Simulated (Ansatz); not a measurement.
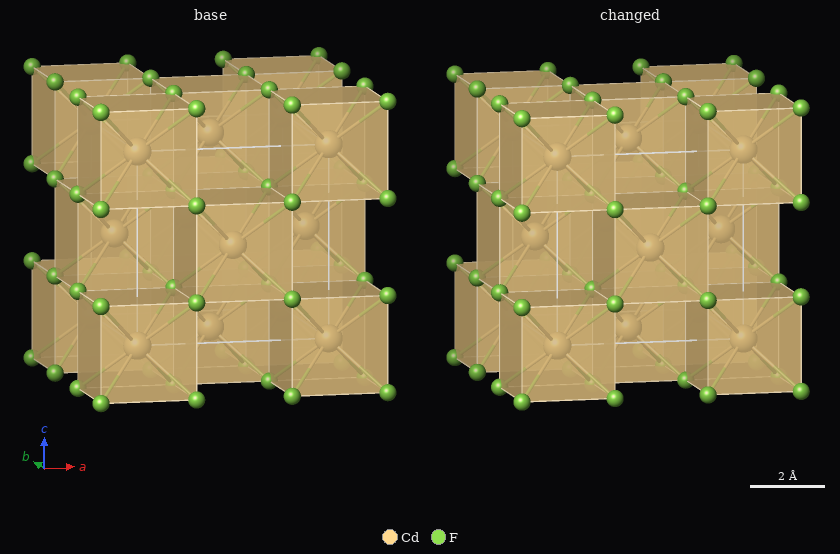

Left: solid CdF$_{2}$ (built on the measured structure type). Right: the same structure after one change, at the same scale. A polyhedral model of the conventional cell (4 times the calculation's cell), seen slightly off an axis. Lengths and directions refer to the drawn axes.

The calculation used DFT, HSE06, plane waves, PAW in Ansatz. Set-up: plane-wave cutoff 420 eV; k-point mesh 6 × 6 × 6; occupations fixed; no spin polarisation.

Question: What distinguishes the right structure from the left one?

Answer: All lengths are scaled by −2.7 % (volume −7.9 %), the atoms keeping their fractional coordinates. No relaxation follows.

Question: What does the change do?

Answer: Some distances before and after: Cd–F 2.323 → 2.261 Å. The space group stays Fm-3m (No. 225). Energy change: +54.8 meV per atom. Pressure: 3.2 GPa before, 15.0 GPa after. All forces vanish by symmetry.
